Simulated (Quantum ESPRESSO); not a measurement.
# BN (F-43m): from Born charge to LO-TO splitting

How high does the longitudinal optical mode of BN (F-43m) lie, given the transverse one, the Born charge and ε∞?

Program: Quantum ESPRESSO 7.5. Level of theory: DFT PBE, scalar-relativistic, plane waves, PseudoDojo norm-conserving pseudopotentials. Results are calculated unless marked as measured.

### Step 1. The relaxed structure

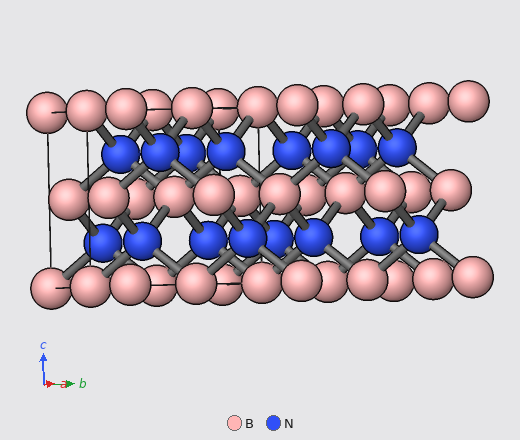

The cell as given, slightly off an axis (boron pink, nitrogen blue). 2×2×1 cells are drawn. This picture shows the conventional cell, with its axes. Bonds to atoms that aren't drawn are left out. Some periodic images of atoms are drawn too.

As a file:

```cif
data_structure
_symmetry_space_group_name_H-M 'P 1'
_symmetry_Int_Tables_number 1
_cell_length_a 2.5621
_cell_length_b 2.5621
_cell_length_c 2.5621
_cell_angle_alpha 60.000
_cell_angle_beta 60.000
_cell_angle_gamma 60.000
_cell_volume 11.89
loop_
_atom_site_label
_atom_site_type_symbol
_atom_site_fract_x
_atom_site_fract_y
_atom_site_fract_z
_atom_site_occupancy
B1 B 0.00000 0.00000 0.00000 1
N2 N 0.75000 0.75000 0.75000 1
```

This is the cell after its relaxation at this level of theory, not the database cell from which that began.

### Step 2. What the response run gave

A linear-response run on the relaxed cell, with the response to an electric field; only its zone-centre results are used. Cutoff 92 Ry, k mesh 12×12×12.

The program printed:

```text
[banners, grids, parts of the stress and lines that vanish by symmetry left out]
Program PHONON v.7.5
     Reading xml data from directory:

[...]
Exchange-correlation= PBE
                           (   1   4   3   4   0   0   0)
[...]
kinetic-energy cut-off    =      92.0000  Ry
     charge density cut-off    =     368.0000  Ry
     convergence threshold     =      1.0E-18
[...]
Exchange-correlation= PBE
                           (   1   4   3   4   0   0   0)
[...]
q = (   0.0000000   0.0000000   0.0000000 )
     25 Sym.Ops. (with q -> -q+G )
     G cutoff =  437.0300  (   9577 G-vectors)     FFT grid: ( 30, 30, 30)
     number of k points=    72
[...]
Mode symmetry, T_d (-43m)  point group:
[...]
Dielectric constant
[...]
End of electric fields calculation
          Dielectric constant in cartesian axis
          (       4.550634691      -0.000000000      -0.000000000 )
          (      -0.000000000       4.550634691       0.000000000 )
          (      -0.000000000       0.000000000       4.550634691 )
          Effective charges (d Force / dE) in cartesian axis without acoustic sum rule applied (asr)
           atom    1  B     Mean Z*:        1.91008
      Ex  (        1.91008        0.00000        0.00000 )
      Ey  (        0.00000        1.91008       -0.00000 )
      Ez  (        0.00000       -0.00000        1.91008 )
           atom    2  N     Mean Z*:       -1.91010
      Ex  (       -1.91010       -0.00000        0.00000 )
      Ey  (        0.00000       -1.91010        0.00000 )
      Ez  (        0.00000        0.00000       -1.91010 )
          Effective charges Sum: Mean:       -0.00002
[...]
Effective charges (d Force / dE) in cartesian axis with asr applied:
           atom    1  B     Mean Z*:        1.91009
[...]
atom    2  N     Mean Z*:       -1.91009
[...]
Representation #   1 modes #   1   2   3
[...]
End of self-consistent calculation
     Convergence has been achieved
     Representation #   2 modes #   4   5   6
[...]
End of self-consistent calculation
     Convergence has been achieved
[...]
Dielectric constant in cartesian axis
          (       4.550634691      -0.000000000      -0.000000000 )
          (      -0.000000000       4.550634691       0.000000000 )
          (      -0.000000000       0.000000000       4.550634691 )
          Effective charges (d Force / dE) in cartesian axis without acoustic sum rule applied (asr)
           atom    1  B     Mean Z*:        1.91008
      Ex  (        1.91008        0.00000        0.00000 )
      Ey  (        0.00000        1.91008       -0.00000 )
      Ez  (        0.00000       -0.00000        1.91008 )
           atom    2  N     Mean Z*:       -1.91010
      Ex  (       -1.91010       -0.00000        0.00000 )
      Ey  (        0.00000       -1.91010        0.00000 )
      Ez  (        0.00000        0.00000       -1.91010 )
          Effective charges Sum: Mean:       -0.00002
[...]
Effective charges (d Force / dE) in cartesian axis with asr applied:
           atom    1  B     Mean Z*:        1.91009
[...]
atom    2  N     Mean Z*:       -1.91009
[...]
q = (    0.000000000   0.000000000   0.000000000 )
[...]
freq (    1) =      -0.060582 [THz] =      -2.020803 [cm-1]
     freq (    2) =      -0.060582 [THz] =      -2.020803 [cm-1]
     freq (    3) =      -0.060582 [THz] =      -2.020803 [cm-1]
     freq (    4) =      30.856060 [THz] =    1029.247378 [cm-1]
     freq (    5) =      30.856060 [THz] =    1029.247378 [cm-1]
     freq (    6) =      30.856060 [THz] =    1029.247378 [cm-1]
[...]
Mode symmetry, T_d (-43m)  point group:
     freq (   1-   3) =         -2.0  [cm-1]   --> T_2  G_15 P_4   I+R
     freq (   4-   6) =       1029.2  [cm-1]   --> T_2  G_15 P_4   I+R

   JOB DONE.
```

```csv
quantity,value
cell volume Ω (Å³),11.893
mass of B (u),10.810
mass of N (u),14.007
"Born charge of B, raw (e)",1.910
"Born charge of N, raw (e)",-1.910
ε∞,4.551
ω(TO) after the sum rule (cm⁻¹),1029.2
```

### Step 3. The calculation

The charges must sum to zero over the cell; taking off their mean, 0.000 e, leaves Z* = 1.910 e on B. In the polar mode B moves against N, so the reduced mass is μ = 10.81 × 14.01 / 24.82 = 6.101 u.

A longitudinal wave builds up a field that adds to the restoring force: ω(LO)² = ω(TO)² + 4π Z*² / (μ Ω ε∞), in Hartree atomic units. With μ = 11122 electron masses and Ω = 80.26 bohr³ the second term is 1.1287e-05 Ha², or 543708 cm⁻² (1 Ha = 219474.6 cm⁻¹).

So ω(LO) = √(1059356 + 543708) = 1266.1 cm⁻¹, and by the Lyddane-Sachs-Teller relation ε₀ = ε∞ (ω(LO)/ω(TO))² = 6.89.

### Step 4. Check against the program

The analysis program adds the same non-analytic term to the full matrix, here for q along (1 0 0).

The program printed:

```text
[banner, memory and clock lines left out]
Program DYNMAT v.7.5

     Reading Dynamical Matrix from file g.dyn
     ...Force constants read
     ...epsilon and Z* read

     Polarizability (A^3 units)
     multiply by 0.457971 for Clausius-Mossotti correction
         3.360271   -0.000000   -0.000000
        -0.000000    3.360271    0.000000
        -0.000000    0.000000    3.360271

     IR activities are in (D/A)^2/amu units

# mode   [cm-1]    [THz]      IR
    1     -0.00   -0.0000    0.0000
    2      0.00    0.0000    0.0000
    3      0.00    0.0000    0.0000
    4   1029.25   30.8561   13.7960
    5   1029.25   30.8561   13.7960
    6   1266.12   37.9572   13.7960
```

ε₀ comes from the program's run without a direction of q.

```
    quantity  by hand  program
ω(LO) (cm⁻¹)   1266.1   1266.1
          ε₀     6.89     6.89
```

### Step 5. Summary of results

| Item | Value |
| --- | --- |
| TO mode | 1029 cm⁻¹ |
| LO mode | 1266 cm⁻¹ |
| static dielectric constant | 6.886 |

In words: The LO mode of BN (F-43m) lies at 1266 cm⁻¹, 237 cm⁻¹ above the TO mode; the formula meets the program within 0.1 cm⁻¹, as it must for a cubic crystal with one polar mode. ω(LO)² − ω(TO)² goes with Z*²/ε∞: an error of 5 % in ε∞ would move the LO mode by 10.3 cm⁻¹, and semilocal functionals tend to overestimate ε∞. These are harmonic values at zero temperature, at the volume of this functional, for the structure held cubic; stability elsewhere in the zone is no part of this calculation.

[Host names and launcher messages were left out of these logs when they were recorded.]

[Logs are printed without paths, hosts, clocks, repeated set-up lines and the standing remarks that a program may print on its own settings, such as how far it seeks lower states.]

[Hosts, paths, dates, database ids (printed as entryN), source tags and the programs' standing remarks are cut or masked in the printed files.]
